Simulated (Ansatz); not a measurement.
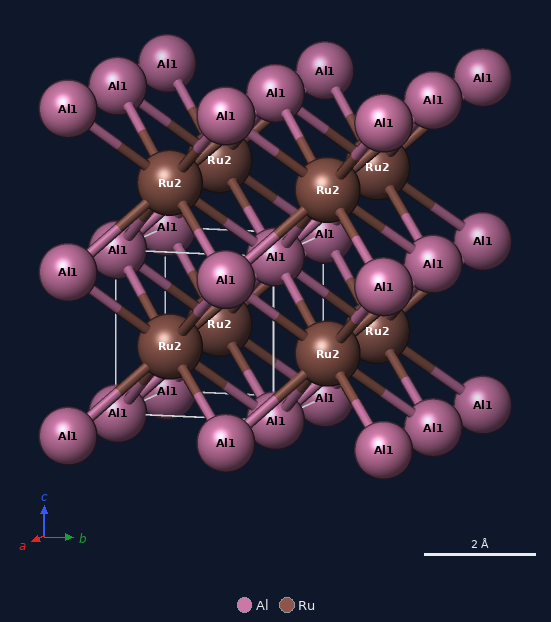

*The structure (ball-and-stick view of the cell of the calculation, repeated 2 × 2 × 2, seen slightly off an axis; atoms are numbered from 1 in the order of the input). An atom can appear more than once, as a periodic image.*

Near neighbours in the periodic cell (some may lie outside the picture): Al has 8 Ru at 2.57 to 2.61 Å; Ru has 8 Al at 2.57 to 2.61 Å.

## AlRu: single-point calculation

System: AlRu (P4mm, 2 atoms in the cell).
Method: DFT PBE, scalar-relativistic, plane waves, PAW, no spin polarisation (Ansatz 0.2.0).

The structure derives from an entry of the Crystallography Open Database. It belongs to a series of runs on one base structure; here: all Al atoms moved +0.037 Å, as atom 1 along Cartesian [0 1 0]. Figures and captions count atoms from 1; the log counts them from 0 in places.

## The program's output
```
Engine: ansatz 0.2.0, x86_64-unknown-linux-gnu
Pseudopotentials: kind: paw
Pseudopotential: Al, paw, valence charge 3, recommended cutoff 420 eV (normal), Al.paw.azcp
Pseudopotential: Ru, paw, valence charge 16, recommended cutoff 420 eV (normal), Ru.paw.azcp
Functional definition: PBE
  parameter kappa = 0.804
  parameter beta = 0.06672455060314922
  exchange = pbe_x(kappa = kappa, mu = beta*pi^2/3)
  correlation = pbe_c(beta = beta)
Crystal: 2 atoms, lattice volume = 26.774 Å³
Basis set: ecut = 420 eV, 485 PW (Γ), exchange–correlation on 40×40×40 points (8 copies of the dense FFT grid, shifted against one another)
Bands: 14, of which v1, the nominal top of the filled ones, is band 10 counted from 1 (9 counted from 0)
Symmetry: 8 space group operations
Space group: P4mm (ITA 99), of the structure as read, at distance tolerance 3.0e-5 Å
k-points: 405 of 4096 (time reversal used)
Non-local potential: Al, projectors of the file, l = 0: 2, l = 1: 2, l = 2: 1
Non-local potential: Ru, projectors of the file, l = 0: 3, l = 1: 2, l = 2: 2, l = 3: 1
PAW form: soft (Blöchl's): semilocal exchange-correlation on the pseudo side does not see the compensation charge
PAW one-centre angular grid: Al, 110 points (default); XC on 64 Gauss nodes
PAW one-centre angular grid: Ru, 590 points (default); XC on 64 Gauss nodes
Initial density: superposition of atomic densities (neutral atoms: chi_scale 0, normalization atom), corrected by the library's trained network
Initial wavefunctions: pseudopotential atomic-orbital guess
Functional: x = pbe(κ = 0.804, μ = 0.2195149727645171), c = pbe(β = 0.06672455060314922)
SCF iter   1: F=—  HF=-6417.468380 eV  |F-HF|=—  |Δ(HF+E_count)|=         —  Δρ=3.18e-3  dr2=3.20e-3  ethr=1.77e-3  ⟨swp⟩=5.0  Hψ=27580  notcnv=0
preconditioner: auto → none  [metal: Δε(μ)=0.009 eV  Ē_g=8.860 eV  σ=0.150 eV  W_gap=0.03  n_scr=6 (ndim 8)  ℏωp=23.8 eV  f_vac=0.000  D(μ)=1.68/eV (n_scr^D=18)  sad-step TF]
SCF iter   2: F=—  HF=-6417.468048 eV  |F-HF|=—  |Δ(HF+E_count)|=   3.31e-4  Δρ=2.00e-3  dr2=1.43e-3  ethr=1.68e-5  ⟨swp⟩=2.4  Hψ=10125  notcnv=0
SCF iter   3: F=—  HF=-6417.467775 eV  |F-HF|=—  |Δ(HF+E_count)|=   2.74e-4  Δρ=2.93e-4  dr2=1.54e-5  ethr=7.50e-6  ⟨swp⟩=2.1  Hψ=7219  notcnv=0
SCF iter   4: F=—  HF=-6417.467687 eV  |F-HF|=—  |Δ(HF+E_count)|=   8.76e-5  Δρ=9.40e-5  dr2=9.65e-7  ethr=8.13e-8  ⟨swp⟩=2.1  Hψ=7553  notcnv=0
SCF iter   5: F=—  HF=-6417.467687 eV  |F-HF|=—  |Δ(HF+E_count)|=   1.87e-8  Δρ=2.53e-5  dr2=1.57e-7  ethr=5.08e-9  ⟨swp⟩=2.6  Hψ=8793  notcnv=0
SCF iter   6: F=-6417.467687 eV  HF=-6417.467687 eV  |F-HF|=1.34e-9  |Δ(HF+E_count)|=   5.71e-8  Δρ=5.30e-6  dr2=2.39e-9  ethr=5.26e-10  ⟨swp⟩=7.6  Hψ=30096  notcnv=0
SCF 1 converged in 6 iterations: F = -6417.467687 eV  dr2 = 2.39e-9
  greatest PAW one-centre occupation: 0.998 electrons in one spin orbital (limit 2), on the Ru atom at site 1 (counted from 0), in its partial waves of l = 0
SCF converged after 6 iterations
Free energy (F): -6417.467687 eV
Harris-Foulkes:  -6417.467687 eV  (|F-HF|=1.34e-9)
Internal energy: -6417.448652 eV  (E = F + TS)
E sigma→0 (E₀):  -6417.458170 eV
Entropy (-TS):   -0.019035 eV (-9.517 meV/atom)
Fermi energy:    16.131240 eV
--- Per-component energies (eV) ---
  E_band       = -119.782955
  E_kinetic    = 543.351018
  E_local      = -1798.292139  (includes V_loc(G=0)·N_el)
  E_nonlocal   = 354.661265
  E_hartree    = 639.087243
  E_xc         = -232.265212
  E_vxc        = -270.777712  (∫ρ·V_xc dr)
  E_paw        = -3929.242874  (= ΣΔE_a)
  E_vpaw       = -226.900681  (= ΣTr[D̂ρ^β])
  E_aug_tail   = -0.000174  (compensation charges beyond the density's cutoff)
  E_ewald      = -1994.747778
  E_smearing   = -0.019035  (= −TS)
  E_closure    = 0.000000  (closes the sum)
  Σ components = -6417.467687   (vs F -6417.467687, Δ=0.00e0)
--- Forces (eV/Å), atoms counted from 1 ---
  atom   1  Al     0.00000000    -0.29168425     0.00000000
  atom   2  Ru     0.00000000     0.29171008     0.00000000
  max |Σ_I F_I| component: 2.58e-5 eV/Å
--- Stress (GPa, compression-positive) ---
        2.773395       0.000000       0.000000
        0.000000       2.662200       0.000000
        0.000000       0.000000       2.773395
  P = ⅓ Tr σ = 2.7363 GPa (27.363 kbar)
--- Band table (eV; the first three rows and the last of 405) ---
  k-point 0: bands = ["-55.6780", "-25.6298", "-25.6298", "-25.6295", "6.4565", "12.5473", "12.5484", "16.2932", "16.2950", "16.2950", "22.2008", "22.2008", "22.2025", "27.0484"]
  k-point 1: bands = ["-55.6774", "-25.6379", "-25.6291", "-25.6289", "6.5315", "12.5740", "12.5750", "16.1976", "16.1998", "16.3045", "21.8171", "22.3527", "22.3578", "26.8779"]
  k-point 2: bands = ["-55.6757", "-25.6608", "-25.6272", "-25.6270", "6.7538", "12.6385", "12.6515", "15.9459", "15.9484", "16.3311", "20.9613", "22.7745", "22.7793", "26.4178"]
  k-point 404: bands = ["-55.6319", "-25.7901", "-25.7901", "-25.7898", "11.4859", "11.4886", "11.4886", "17.7443", "17.7446", "18.6981", "20.2436", "20.2436", "20.2489", "24.6533"]
```

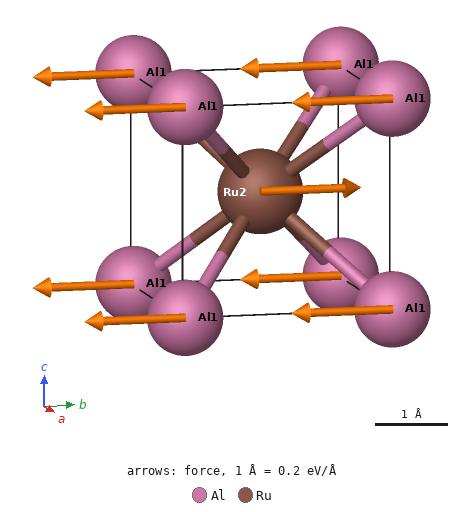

*Forces on the atoms as orange arrows (ball-and-stick view of the cell of the calculation, seen slightly off an axis; atoms are numbered from 1 in the order of the input).*

The largest act on Ru2 (0.29 eV/Å); Al1 (0.29 eV/Å). The geometry is not a stationary point of this energy.

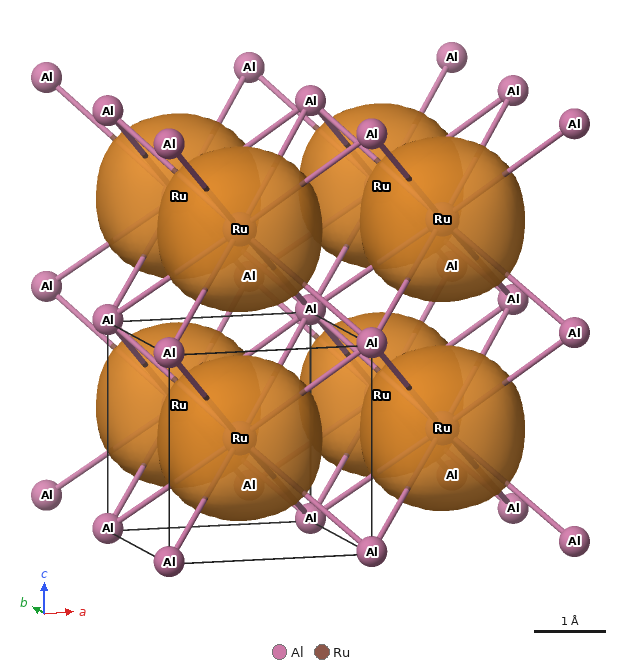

*Isosurface of the valence electron density at 0.4 e/Å³ (orange), seen slightly off an axis. Sticks mark near contacts. The outline is the cell set on symmetry axes.*

At this value the density breaks into separate islands; it holds about 75 % of the electrons treated as valence (semicore included). It is pinched off along the Al–Ru (2.57 Å) and Al–Ru (2.61 Å) contacts. On the grid the lowest density along these lines, outside the cores, is 0.27 e/Å³ (Al–Ru, 2.57 Å) and 0.26 e/Å³ (Al–Ru, 2.61 Å). In a PAW calculation such maps are meaningful between the atoms, not at the nuclei.

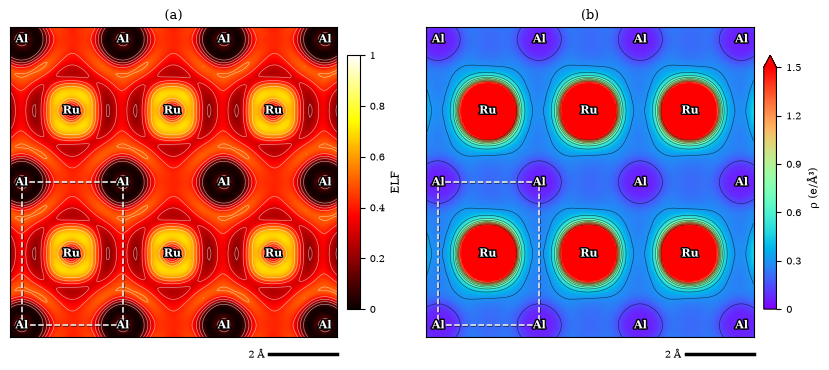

*(a) electron localisation function; (b) valence pseudo-density on the (11̄0) plane of the conventional cell.*

The section cuts through Al and Ru sites. Al–Ru (2.57 Å): the density is about 0.37 e/Å³ at the midpoint; the ELF is about 0.40 at the midpoint; no shared electron pair. Al–Ru (2.61 Å): ρ is about 0.34 e/Å³ halfway; the ELF is about 0.35 at the midpoint (no shared electron pair). Away from the nuclei the density in this plane falls to 0.21 e/Å³ at its lowest. The strong features right at Ru lie inside the PAW spheres (semicore, d or f shells) and say nothing about bonding.

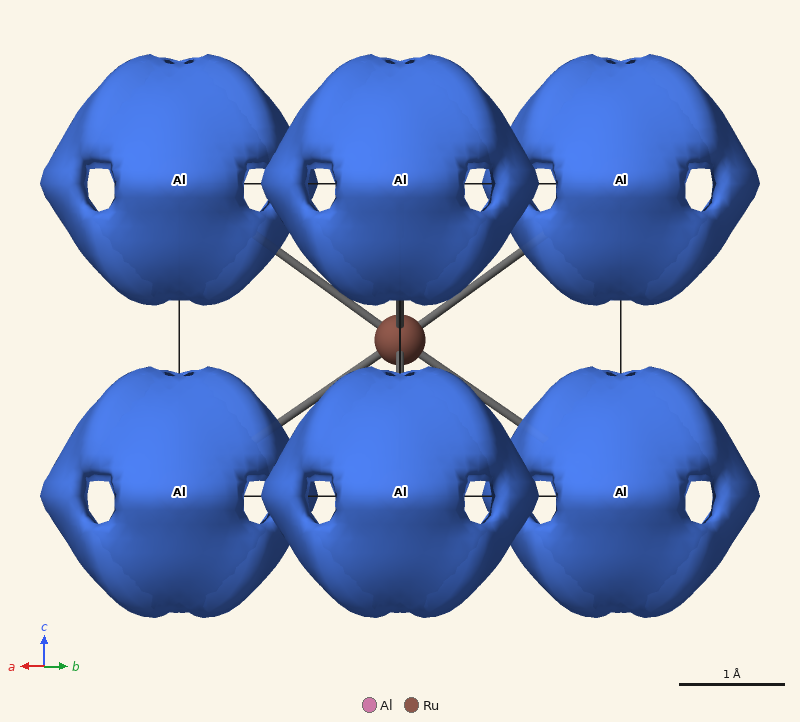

*Isosurface of the electron localisation function at 0.45 (blue), seen along [110]. Core shells and regions of very low density are left out. Sticks mark near contacts. The outline is the cell set on symmetry axes.*

Along the contacts the grid gives the following. Al–Ru (2.57 Å): the ELF is about 0.40 at the midpoint (no localised pair between them). Al–Ru (2.61 Å): the ELF is about 0.35 at the midpoint; no shared electron pair.

The run was set up as follows.

## The input
```yaml
crystal:
  lattice:
    - [2.9916, 0.0, 0.0]
    - [0.0, 2.9916, 0.0]
    - [0.0, 0.0, 2.9916]
  atoms:
    - { symbol: Al, position: [0.0, 0.0125350983, 0.0] }
    - { symbol: Ru, position: [0.5, 0.5, 0.5] }
basis:
  ecutwfc: 420
kpoints:
  mp_grid: { grid: [16, 16, 16] }
hamiltonian:
  xc: pbe
scf:
  occupations: { method: gaussian, width: 0.15 }
output:
  forces: true
  stress: true
  eigenvalues: true
  write_density: true
  write_potential: true
  elf: true
  volumetric_format: npy
```

Command:
```bash
ansatz run input.yaml --threads 1 --pin off --max-ram 2560MiB --backend cpu --events-out ev --progress --plain --runs-dir out
```

## Key numbers

| quantity | value |
| --- | --- |
| outcome | converged |
| space group (tolerance 0.01 Å) | P4mm (99) |
| electrons treated | 19 |
| free energy | −6417.4677 eV |
| Fermi energy | 16.131 eV |
| gap on the k-point mesh | none (metallic) |
| pressure | 2.74 GPa |
| largest force (length of the vector) | 0.292 eV/Å |
| hardware | 1 thread of Intel Xeon (Sapphire Rapids), 32 GiB of memory available, shared host |
| wall time | 9.8 s |
| peak memory | 0.48 GiB |
